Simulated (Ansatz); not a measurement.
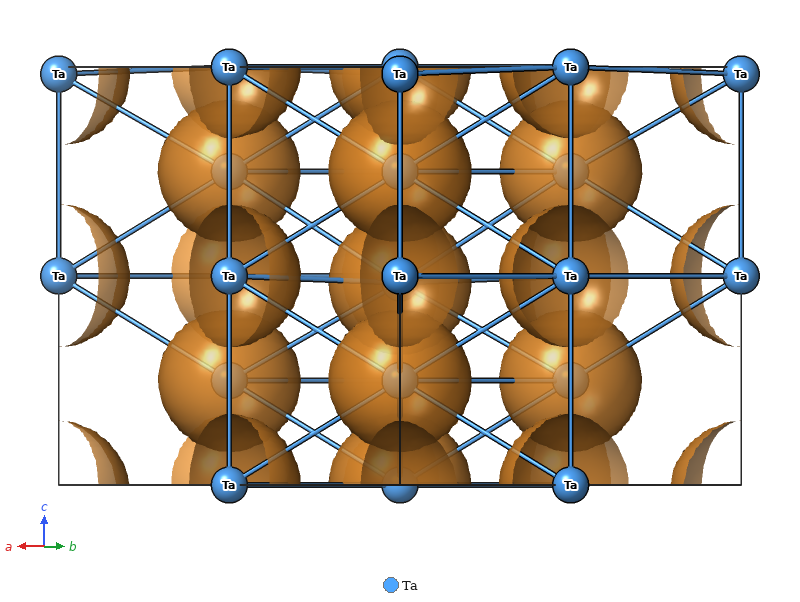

Figure. Ta. Isosurface of the valence charge density (pseudo) at 0.6 e/Å³ (orange), seen along [110]. Sticks mark near contacts.

Space group Imm2; changed on purpose from its base cell (atom 1 (Ta) moved -0.100 A towards its neighbour atom 2 (Ta) at 2.986 A); not relaxed (largest force 0.8 eV/Å).

Method: DFT PBE, scalar-relativistic, plane waves, PAW in Ansatz.

In a PAW calculation such maps are meaningful between the atoms, not at the nuclei.

### Which contacts does the surface bridge?

At this value the density breaks into separate islands; it holds about 70 % of the electrons treated as valence (semicore included). It bridges none of the near contacts. It is pinched off along the shortest Ta–Ta (2.89 Å), Ta–Ta (2.94 Å), Ta–Ta (2.99 Å) and Ta–Ta (3.04 Å) contacts. On the grid the lowest density along these lines, outside the cores, is 0.3 e/Å³ (Ta–Ta, 2.89 Å), 0.28 e/Å³ (Ta–Ta, 2.94 Å), 0.27 e/Å³ (Ta–Ta, 2.99 Å) and 0.25 e/Å³ (Ta–Ta, 3.04 Å).

### Does the calculation make it a metal, or give it a gap?

It is metallic or semimetallic at this level of theory: no gap opens.
